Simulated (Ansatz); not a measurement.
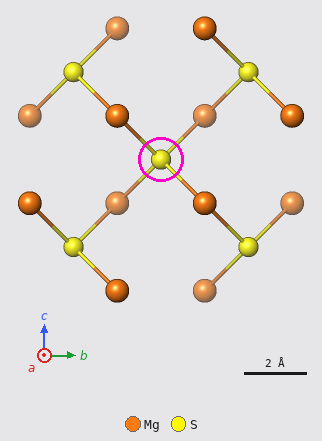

Perfect MgS. A ball-and-stick model of the atoms within 5.4 Å of one point, in a slice 4.2 Å thick across the line of sight, seen along the a axis.

Computed with DFT, PBEsol, PAW, plane waves in Ansatz. (plane-wave cutoff 420 eV; k-point mesh 1 × 1 × 1; mesh shifted by (0.25, 0.25, 0.25); no spin polarisation) Fermi-Dirac smearing of 0.01 eV. A uniform background neutralises the charged cell. The axes drawn are those of the host's conventional cell.

A sulfur atom is taken out (a vacancy) at the ringed place, in charge state +2. The supercell has 64 sites, and the atoms are relaxed at the host's cell.

### Predict the relaxed surroundings of the defect.

Around the empty S site the host had 4 Mg at 2.45 Å; after relaxation the nearest atoms are 4 Mg at 3.06 to 3.07 Å. Of the host's atoms, a magnesium atom moves furthest from its site, by 0.62 Å.

The relaxed defect, seen from the same direction:

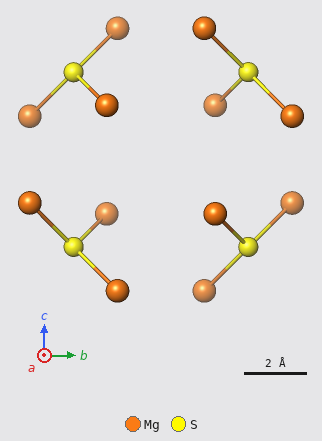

Limits of the set-up: the cell is charged, on a uniform background, and energies carry no finite-size correction.
